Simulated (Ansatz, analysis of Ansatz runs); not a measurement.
# N2V- centre in diamond: hyperfine coupling against experiment

Aim: the hyperfine coupling of the N2V- centre in diamond, to be set beside the measurement. Set-up: PBE, 64-site cell, PBE lattice, 520 eV, k: the single point 1/4 1/4 1/4 then 2x2x2 shifted 0.5 0.5 0.5. The model is a cell of 64 host atoms with 1 site emptied, N put on another atom's site and N put on another atom's site. The isotropic coupling follows from the spin density at the nucleus, the nuclear g-factor and the total spin. This set-up takes another basis size than the usual one.

**The experiment.** 15N, isotropic: 4.02 MHz, by EPR (“Electron paramagnetic resonance of the N2V− defect in 15N-doped synthetic diamond”, 2015, B. L. Green et al.). 13C, the two neighbours of the vacancy, isotropic: 240.7 MHz, by EPR (“Electron paramagnetic resonance of the N2V− defect in 15N-doped synthetic diamond”, 2015, B. L. Green et al.). The calculation is set beside it at the end.

Program: Ansatz 0.2.0. Level of theory: plane-wave PAW DFT, PBE; relaxation of all atoms of a defect supercell. Results are calculated unless marked as measured.

## Step 1: The structure

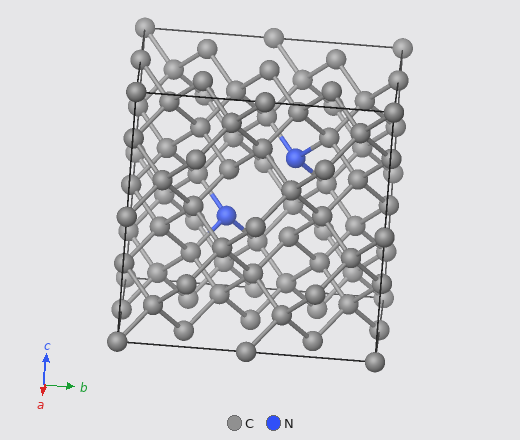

Start, viewed slightly off an axis; carbon grey, nitrogen blue. Bonds to atoms that aren't drawn are left out. Some periodic images of atoms are drawn too.

The cell holds 63 atoms: 61 C and 2 N. Its edges and angles: a = 7.143 Å, b = 7.143 Å, c = 7.143 Å, α = 90.0°, β = 90.0°, γ = 90.0°. It derives from C (space group Fd-3m). Nearest the centre at fractional (0.375, 0.375, 0.375): C41 at 1.55 Å, C48 at 1.55 Å, N26 at 1.55 Å, N4 at 1.55 Å, C37 at 2.53 Å, C36 at 2.53 Å, C52 at 2.53 Å, C45 at 2.53 Å. The cell carries charge −1.

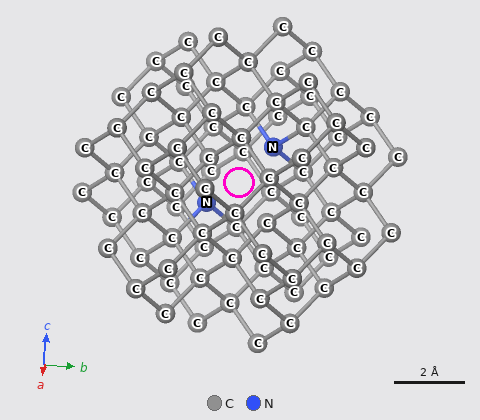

The atoms within 5 Å of the centre. A ring marks the centre wherever it is empty.

The host's primitive cell comes from a first run (plane-wave PAW DFT, PBE; relaxation of the host's cell and atoms): vectors of 2.526, 2.526 and 2.526 Å. That is 5.70 Å³ an atom, 0.4 % over the diffraction cell's volume. The supercell is built on it.

## Step 2: Relaxation, charge −1

Every later number rests on the structure around the defect, so the atoms are relaxed at the host's lattice first.

relax/input.yaml reads:

```yaml
relax:
  f_tol: 0.02
  max_steps: 80
  random_displacement: { amplitude: 0.02, seed: 445 }
crystal:
  lattice:
    - [7.14330841, 0.0, 0.0]
    - [0.0, 7.14330841, 0.0]
    - [0.0, 0.0, 7.14330841]
  atoms:
    - { symbol: C, position: [0.0, 0.0, 0.25] }
    - { symbol: C, position: [0.0, 0.25, 0.0] }
    - { symbol: C, position: [0.25, 0.0, 0.0] }
    - { symbol: "N", position: [0.25, 0.25, 0.25] }
    - { symbol: C, position: [0.125, 0.125, 0.375] }
    - { symbol: C, position: [0.125, 0.375, 0.125] }
    - { symbol: C, position: [0.375, 0.125, 0.125] }
    - { symbol: C, position: [0.0, 0.0, 0.75] }
    - { symbol: C, position: [0.0, 0.25, 0.5] }
    - { symbol: C, position: [0.25, 0.0, 0.5] }
    - { symbol: C, position: [0.25, 0.25, 0.75] }
    - { symbol: C, position: [0.125, 0.125, 0.875] }
    - { symbol: C, position: [0.125, 0.375, 0.625] }
    - { symbol: C, position: [0.375, 0.125, 0.625] }
    - { symbol: C, position: [0.375, 0.375, 0.875] }
    - { symbol: C, position: [0.0, 0.5, 0.25] }
    - { symbol: C, position: [0.0, 0.75, 0.0] }
    - { symbol: C, position: [0.25, 0.5, 0.0] }
    - { symbol: C, position: [0.25, 0.75, 0.25] }
    - { symbol: C, position: [0.125, 0.625, 0.375] }
    - { symbol: C, position: [0.125, 0.875, 0.125] }
    - { symbol: C, position: [0.375, 0.625, 0.125] }
    - { symbol: C, position: [0.375, 0.875, 0.375] }
    - { symbol: C, position: [0.0, 0.5, 0.75] }
    - { symbol: C, position: [0.0, 0.75, 0.5] }
    - { symbol: "N", position: [0.25, 0.5, 0.5] }
    - { symbol: C, position: [0.25, 0.75, 0.75] }
    - { symbol: C, position: [0.125, 0.625, 0.875] }
    - { symbol: C, position: [0.125, 0.875, 0.625] }
    - { symbol: C, position: [0.375, 0.625, 0.625] }
    - { symbol: C, position: [0.375, 0.875, 0.875] }
    - { symbol: C, position: [0.5, 0.0, 0.25] }
    - { symbol: C, position: [0.5, 0.25, 0.0] }
    - { symbol: C, position: [0.75, 0.0, 0.0] }
    - { symbol: C, position: [0.75, 0.25, 0.25] }
    - { symbol: C, position: [0.625, 0.125, 0.375] }
    - { symbol: C, position: [0.625, 0.375, 0.125] }
    - { symbol: C, position: [0.875, 0.125, 0.125] }
    - { symbol: C, position: [0.875, 0.375, 0.375] }
    - { symbol: C, position: [0.5, 0.0, 0.75] }
    - { symbol: C, position: [0.5, 0.25, 0.5] }
    - { symbol: C, position: [0.75, 0.0, 0.5] }
    - { symbol: C, position: [0.75, 0.25, 0.75] }
    - { symbol: C, position: [0.625, 0.125, 0.875] }
    - { symbol: C, position: [0.625, 0.375, 0.625] }
    - { symbol: C, position: [0.875, 0.125, 0.625] }
    - { symbol: C, position: [0.875, 0.375, 0.875] }
    - { symbol: C, position: [0.5, 0.5, 0.25] }
    - { symbol: C, position: [0.5, 0.75, 0.0] }
    - { symbol: C, position: [0.75, 0.5, 0.0] }
    - { symbol: C, position: [0.75, 0.75, 0.25] }
    - { symbol: C, position: [0.625, 0.625, 0.375] }
    - { symbol: C, position: [0.625, 0.875, 0.125] }
    - { symbol: C, position: [0.875, 0.625, 0.125] }
    - { symbol: C, position: [0.875, 0.875, 0.375] }
    - { symbol: C, position: [0.5, 0.5, 0.75] }
    - { symbol: C, position: [0.5, 0.75, 0.5] }
    - { symbol: C, position: [0.75, 0.5, 0.5] }
    - { symbol: C, position: [0.75, 0.75, 0.75] }
    - { symbol: C, position: [0.625, 0.625, 0.875] }
    - { symbol: C, position: [0.625, 0.875, 0.625] }
    - { symbol: C, position: [0.875, 0.625, 0.625] }
    - { symbol: C, position: [0.875, 0.875, 0.875] }
total_charge: -1
basis:
  ecutwfc: 520
  xc_grid: 2
hamiltonian:
  xc: pbe
kpoints:
  mp_grid: { grid: [1, 1, 1], shift: [0.25, 0.25, 0.25] }
magnetization:
  spin_polarized: true
  initial_magnetization: 1
  spin_locking: { lock_magnetization: hard }
scf:
  occupations: { method: fermi_dirac, width: 0.01 }
  max_iter: 120
output:
  forces: true
checkpoint:
  write: "../relax.run"
  compress: false
  write_wavefunctions: true
  write_every: 100000
```

Started as:

```
ansatz run input.yaml --threads 2 --pin off --max-ram 3768MiB --backend cpu --events-out ev --progress --plain --runs-dir out
```

Numbers of over 12 decimals in the logs are rounded to 6 here.

The program printed:

```text
[... repeated set-up lines and file paths are left out, and long positions are rounded to six places ...]
Engine: ansatz 0.2.0, x86_64-unknown-linux-gnu
Pseudopotentials: kind: paw
Pseudopotential: C, paw, valence charge 4, recommended cutoff 420 eV (normal), C.paw.azcp
Pseudopotential: N, paw, valence charge 5, recommended cutoff 420 eV (normal), N.paw.azcp
Functional definition: PBE
  parameter kappa = 0.804
  parameter beta = 0.066725
  exchange = pbe_x(kappa = kappa, mu = beta*pi^2/3)
  correlation = pbe_c(beta = beta)
Crystal: 63 atoms, lattice volume = 364.501 Å³
Basis set: ecut = 520 eV, 9795 PW (Γ), exchange–correlation on 108×108×108 points (8 copies of the dense FFT grid, shifted against one another)
Bands: 191, of which v1, the nominal top of the filled ones, is band 128 counted from 1 (127 counted from 0)
Symmetry: 1 space group operations
k-points: 1
Non-local potential: C, projectors of the file, l = 0: 2, l = 1: 2, l = 2: 1
Non-local potential: N, projectors of the file, l = 0: 2, l = 1: 2, l = 2: 1
PAW form: soft (Blöchl's): semilocal exchange-correlation on the pseudo side does not see the compensation charge
PAW one-centre angular grid: C, 110 points (default); XC on 64 Gauss nodes
PAW one-centre angular grid: N, 110 points (default); XC on 64 Gauss nodes
Initial density: superposition of atomic densities (chi_scale 0.1, normalization cell, long waves kept (reshape's long-wave potential 0.33 eV rms))
Starting moments: Σ|m| = 1 μB on 63 of 63 sites
Initial wavefunctions: pseudopotential atomic-orbital guess
Functional: x = pbe(κ = 0.804, μ = 0.219515), c = pbe(β = 0.066725)
SCF iter   1: F=—  HF=-16062.073391 eV  |F-HF|=—  |Δ(HF+E_count)|=         —  Δρ=7.06e-2 (↑7.06e-2 ↓6.93e-2)  dr2=5.30e1  dr2_m=2.62e-1  M=1.000 μB ∫|m|=1.002 μB  β_m=0.30  ethr=3.10e-3  ⟨swp⟩=6.0  Hψ=1624  notcnv=0  defer=22
preconditioner: auto → Resta (q_TF=auto, 2.571 Å⁻¹)  ε∞=4.4  [insulator: Δε(μ)=0.585 eV  Ē_g=16.849 eV  σ=0.010 eV  W_gap=1.00  n_scr=92 (ndim 8)  ℏωp=31.1 eV  f_vac=0.000  D(μ)=0.00/eV (n_scr^D=0)  ε∞_Penn≈4.4]
spin=Collinear: Resta preconditioning applied to the charge; magnetization (m = ρ↑ − ρ↓) channel mixes plain (no charge-response kernel on spin).
SCF iter   2: F=—  HF=-16054.304803 eV  |F-HF|=—  |Δ(HF+E_count)|=    7.77e0  Δρ=5.12e-2 (↑5.12e-2 ↓5.04e-2)  dr2=2.79e1  dr2_m=1.41e-1  M=1.000 μB ∫|m|=1.013 μB  β_m=0.65  ethr=3.10e-3  ⟨swp⟩=3.0  Hψ=711  notcnv=0  defer=111
SCF iter   3: F=—  HF=-16045.707460 eV  |F-HF|=—  |Δ(HF+E_count)|=    8.60e0  Δρ=5.25e-3 (↑4.78e-3 ↓5.25e-3)  dr2=2.45e-1  dr2_m=3.02e-3  M=1.000 μB ∫|m|=1.104 μB  β_m=0.69  ethr=3.10e-3  ⟨swp⟩=3.0  Hψ=558  notcnv=0  defer=111
SCF iter   4: F=—  HF=-16045.799814 eV  |F-HF|=—  |Δ(HF+E_count)|=   9.24e-2  Δρ=2.42e-3 (↑2.23e-3 ↓2.42e-3)  dr2=4.83e-2  dr2_m=5.09e-4  M=1.000 μB ∫|m|=1.119 μB  β_m=0.73  ethr=9.62e-5  ⟨swp⟩=3.0  Hψ=821  notcnv=0  defer=114
SCF iter   5: F=—  HF=-16045.828670 eV  |F-HF|=—  |Δ(HF+E_count)|=   2.89e-2  Δρ=7.31e-4 (↑5.88e-4 ↓7.31e-4)  dr2=4.14e-3  dr2_m=1.01e-4  M=1.000 μB ∫|m|=1.125 μB  β_m=0.75  ethr=1.89e-5  ⟨swp⟩=2.5  Hψ=537  notcnv=0  defer=114
SCF iter   6: F=—  HF=-16045.832632 eV  |F-HF|=—  |Δ(HF+E_count)|=   3.96e-3  Δρ=2.17e-4 (↑1.76e-4 ↓2.17e-4)  dr2=4.72e-4  dr2_m=9.00e-6  M=1.000 μB ∫|m|=1.128 μB  β_m=0.72  ethr=1.62e-6  ⟨swp⟩=2.0  Hψ=536  notcnv=0  defer=114
SCF iter   7: F=—  HF=-16045.832758 eV  |F-HF|=—  |Δ(HF+E_count)|=   1.26e-4  Δρ=5.59e-5 (↑5.16e-5 ↓5.59e-5)  dr2=2.22e-5  dr2_m=5.86e-7  M=1.000 μB ∫|m|=1.128 μB  β_m=0.76  ethr=1.85e-7  ⟨swp⟩=2.0  Hψ=521  notcnv=0  defer=114
SCF iter   8: F=-16045.832789 eV  HF=-16045.832788 eV  |F-HF|=1.14e-6  |Δ(HF+E_count)|=   2.99e-5  Δρ=1.61e-5 (↑1.46e-5 ↓1.61e-5)  dr2=1.73e-6  dr2_m=3.28e-8  M=1.000 μB ∫|m|=1.129 μB  ethr=3.92e-9  ⟨swp⟩=4.0  Hψ=903  notcnv=0
SCF 1 converged in 8 iterations: F = -16045.832789 eV  dr2 = 1.73e-6
  greatest PAW one-centre occupation: 0.793 electrons in one spin orbital (limit 2), on the N atom at site 3 (counted from 0), in its partial waves of l = 0
relax step   1: F+E_penalty+E_count = -16045.83278918 eV  Δ(F+E_penalty+E_count) = +0.000e0 eV  max|allowed force component| = 2.046e0 eV/Å  Δτ_max = 0.0000 Å  (8 SCF iters, dr2 threshold 1.00e-5 eV, accepted)
[... the SCF cycles and remarks between the steps are left out from here to the last step ...]
relax step   2: F+E_penalty+E_count = -16046.89995662 eV  Δ(F+E_penalty+E_count) = -1.067e0 eV  max|allowed force component| = 1.440e0 eV/Å  Δτ_max = 0.1037 Å  (6 SCF iters, dr2 threshold 1.00e-4 eV, accepted)
relax step   3: F+E_penalty+E_count = -16047.15487275 eV  Δ(F+E_penalty+E_count) = -2.549e-1 eV  max|allowed force component| = 9.368e-1 eV/Å  Δτ_max = 0.0640 Å  (5 SCF iters, dr2 threshold 1.00e-4 eV, accepted)
relax step   4: F+E_penalty+E_count = -16047.22635135 eV  Δ(F+E_penalty+E_count) = -7.148e-2 eV  max|allowed force component| = 1.307e-1 eV/Å  Δτ_max = 0.0248 Å  (4 SCF iters, dr2 threshold 1.00e-4 eV, accepted)
relax step   5: F+E_penalty+E_count = -16047.22801969 eV  Δ(F+E_penalty+E_count) = -1.668e-3 eV  max|allowed force component| = 1.615e-2 eV/Å  Δτ_max = 0.0078 Å  (5 SCF iters, dr2 threshold 1.07e-6 eV, accepted)
iter 1 solved again at ethr=2.84e-11 eV; its pass at ethr=3.10e-3 eV (dr2=7.24e-8 eV) is discarded
SCF iter   1: F=—  HF=-16047.228020 eV  |F-HF|=—  |Δ(HF+E_count)|=         —  Δρ=2.31e-6 (↑2.25e-6 ↓2.31e-6)  dr2=7.22e-8  dr2_m=1.43e-10  M=1.000 μB ∫|m|=1.143 μB  β_m=0.30  ethr=2.84e-11  ⟨swp⟩=1.0  Hψ=1062  notcnv=0  defer=114
SCF iter   2: F=-16047.228020 eV  HF=-16047.228020 eV  |F-HF|=4.48e-9  |Δ(HF+E_count)|=   3.49e-9  Δρ=1.59e-6 (↑1.54e-6 ↓1.59e-6)  dr2=3.36e-8  dr2_m=8.55e-11  M=1.000 μB ∫|m|=1.143 μB  ethr=2.83e-11  ⟨swp⟩=3.0  Hψ=758  notcnv=0
SCF 6 converged in 2 iterations: F = -16047.228020 eV  dr2 = 3.36e-8
relax step   6: F+E_penalty+E_count = -16047.22801970 eV  Δ(F+E_penalty+E_count) = -1.737e-8 eV  max|allowed force component| = 1.616e-2 eV/Å  Δτ_max = 0.0000 Å  (2 SCF iters, accepted)
NSCF: frozen V_eff on 1 k-points
the band table was solved once a step of the walk had ended and its energy, with any forces and stress, was formed, with the checks that follow a solve (1868 applications of the Hamiltonian). They found nothing against the state; [...]
SCF converged after 2 iterations
Magnetization: 1.0000 μB (128.0000 up, 127.0000 down)
Absolute magnetization: 1.1429 μB (∫|ρ↑−ρ↓|, with the PAW one-centre terms)
Spin contamination: 0.0045 ħ² per cell (⟨S²⟩ above its minimum at these occupations)
Per-site moments (μB) at R_I (Å): [(0.00117614, 0.632966), (0.00117531, 0.632949), (0.000275297, 0.632988), [... 60 left out ...]
Free energy (F): -16047.228020 eV
Harris-Foulkes:  -16047.228020 eV  (|F-HF|=4.48e-9)
Internal energy: -16047.228020 eV  (E = F + TS)
E sigma→0 (E₀):  -16047.228020 eV
Fermi energy:    15.579471 (↑ 16.410766, ↓ 15.295940) eV
--- Per-component energies (eV) ---
  E_band       = 1017.328206
  E_kinetic    = 5899.472199
  E_local      = -4254.957679  (includes V_loc(G=0)·N_el)
  E_nonlocal   = 1723.752876
  E_hartree    = 971.922746
  E_xc         = -3096.972865
  E_vxc        = -3848.605639  (∫ρ·V_xc dr)
  E_paw        = -6308.546725  (= ΣΔE_a)
  E_vpaw       = -446.180176  (= ΣTr[D̂ρ^β])
  E_aug_tail   = 0.000270  (compensation charges beyond the density's cutoff)
  E_ewald      = -10981.898842
  E_smearing   = -0.000000  (= −TS)
  E_closure    = 0.000000  (closes the sum)
  E_deformation_potential = -21.071500  (in the stress; not in F)
  Σ components = -16047.228020   (vs F -16047.228020, Δ=0.00e0)
--- Forces (eV/Å), atoms counted from 1 ---
  atom   1  C     -0.00262888     0.00299990     0.00006108
  atom   2  C     -0.00036088     0.00286336     0.00226812
  [... 1 atom left out ...]
  atom   4  N     -0.01287950    -0.00538983    -0.00295383
  atom   5  C      0.00203655     0.01078777     0.00684587
  atom   6  C      0.00064273     0.00459048     0.00902761
  [... 2 atoms left out ...]
  atom   9  C      0.00722651     0.00680601    -0.00704297
  [... 3 atoms left out ...]
  atom  13  C     -0.00164812    -0.00874005    -0.00737710
  [... 2 atoms left out ...]
  atom  16  C      0.00545173    -0.00525287     0.01035467
  [... 3 atoms left out ...]
  atom  20  C      0.00122683    -0.00823749    -0.01493290
  [... 5 atoms left out ...]
  atom  26  N     -0.00889852     0.00471010     0.00573174
  [... 14 atoms left out ...]
  atom  41  C     -0.00594414     0.00213138    -0.00767571
  [... 6 atoms left out ...]
  atom  48  C     -0.00713683    -0.00571702     0.00101379
  [... 15 atoms left out ...]
  max |Σ_I F_I| component: 6.49e-6 eV/Å
--- Band table (eV) ---
  k-point 0 ↑: bands = ["-8.3514", "-7.5525", "-7.1391", "-6.9761", [... 183 left out ...] "22.7537", "22.8725", "23.2194", "23.2716"]
  k-point 0 ↓: bands = ["-8.3434", "-7.5484", "-7.1260", "-6.9602", [... 183 left out ...] "22.7811", "22.9054", "23.2776", "23.3115"]
--- Relaxed structure (6 steps of the walk, 6 accepted, 0 SCFs on fresh bases) ---
  F+E_penalty+E_count = -16047.22801970 eV   max|allowed force component| = 1.616e-2 eV/Å
  atoms:
    - { symbol: C, position: [-0.000774, -0.001323, 0.250068] }
    - { symbol: C, position: [-0.000781, 0.249773, -0.001028] }
    [... 1 atom left out ...]
    - { symbol: N, position: [0.240116, 0.239875, 0.240151] }
    - { symbol: C, position: [0.126485, 0.126266, 0.369372] }
    - { symbol: C, position: [0.126491, 0.369098, 0.126560] }
    [... 2 atoms left out ...]
    - { symbol: C, position: [0.002626, 0.252403, 0.497669] }
    [... 3 atoms left out ...]
    - { symbol: C, position: [0.125876, 0.380824, 0.624498] }
    [... 2 atoms left out ...]
    - { symbol: C, position: [0.002633, 0.497383, 0.252684] }
    [... 3 atoms left out ...]
    - { symbol: C, position: [0.125867, 0.624211, 0.381137] }
    [... 5 atoms left out ...]
    - { symbol: N, position: [0.239085, 0.510835, 0.511128] }
    [... 14 atoms left out ...]
    - { symbol: C, position: [0.510372, 0.244199, 0.505488] }
    [... 6 atoms left out ...]
    - { symbol: C, position: [0.510379, 0.505196, 0.244492] }
    [... 15 atoms left out ...]
```

The job ended after 42 s (2 threads of AMD EPYC 9R14 (Zen 4), shared host; peak memory 1.3 GiB).

Step by step:

| step | energy less that of the first step (eV) | largest force component (eV/Å) |
| --- | --- | --- |
| 1 | 0.0000 | 2.0457 |
| 2 | -1.0672 | 1.4401 |
| 3 | -1.3221 | 0.9368 |
| 4 | -1.3936 | 0.1307 |
| 5 | -1.3952 | 0.0161 |
| 6 | -1.3952 | 0.0162 |

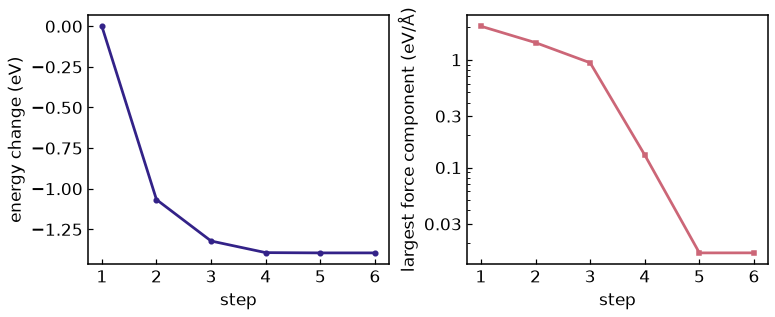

Energy and largest force along the relaxation.

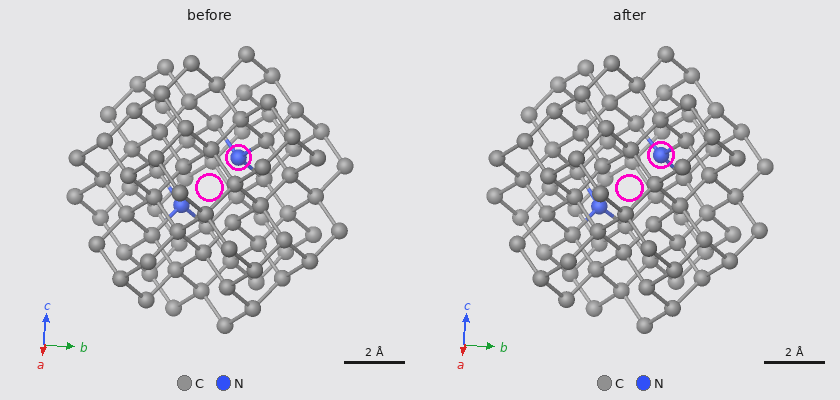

Before and after: the atoms that start within 5 Å of the centre. N26, which moves most, is ringed if it is among them. A ring with no atom in it marks the empty centre.

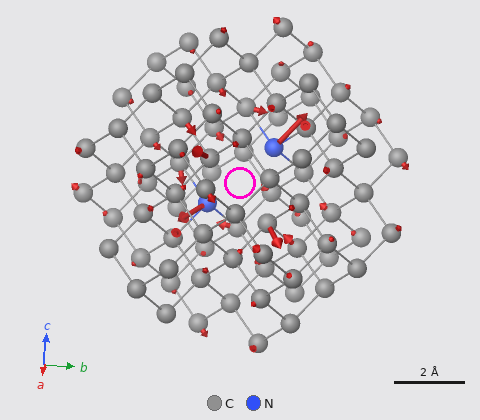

Displacements in the relaxation from the typed sites near the centre, exaggerated; the longest in the cell stands for 0.13 Å. A ring marks the centre wherever it is empty.

The atoms that moved most (Å, from the sites as typed, ahead of the random displacement):

| atom | dx | dy | dz | length |
| --- | --- | --- | --- | --- |
| N26 | -0.078 | 0.078 | 0.078 | 0.135 |
| N4 | -0.071 | -0.072 | -0.072 | 0.124 |
| C48 | 0.074 | 0.037 | -0.041 | 0.093 |
| C41 | 0.074 | -0.041 | 0.037 | 0.092 |
| C14 | 0.016 | 0.030 | -0.029 | 0.045 |
| C22 | 0.017 | -0.029 | 0.030 | 0.045 |
| C5 | 0.010 | 0.009 | -0.042 | 0.044 |
| C6 | 0.010 | -0.042 | 0.009 | 0.044 |

The atoms nearest to the centre after the run:

| atom | distance (Å) |
| --- | --- |
| C48 | 1.634 |
| C41 | 1.636 |
| N4 | 1.670 |
| N26 | 1.682 |
| C22 | 2.482 |
| C14 | 2.485 |
| C6 | 2.510 |
| C5 | 2.512 |
| C52 | 2.513 |
| C45 | 2.514 |
| C7 | 2.514 |
| C37 | 2.515 |
| C36 | 2.516 |
| C20 | 2.518 |
| C13 | 2.519 |
| C30 | 2.522 |

Numbers from this step:

```yaml
free_energy: -16047.2280 eV
total_moment: 1 μB
integral_of_the_absolute_spin_density: 1.143 μB
spin_contamination: 0.004454
```

The relaxation ends 22 meV an atom lower than the displaced start, with a largest force component of 0.016 eV/Å.

[end of part 1 of 2]

[Logs are printed without paths, hosts, clocks, repeated set-up lines and the standing remarks that a program may print on its own settings, such as how far it seeks lower states.]

[Hosts, paths, dates, database ids (printed as entryN), source tags and the programs' standing remarks are cut or masked in the printed files.]

[For some hosts the program warned that the k-mesh of the response run may be too coarse for force constants and the static dielectric constant; such warnings are not shown here.]
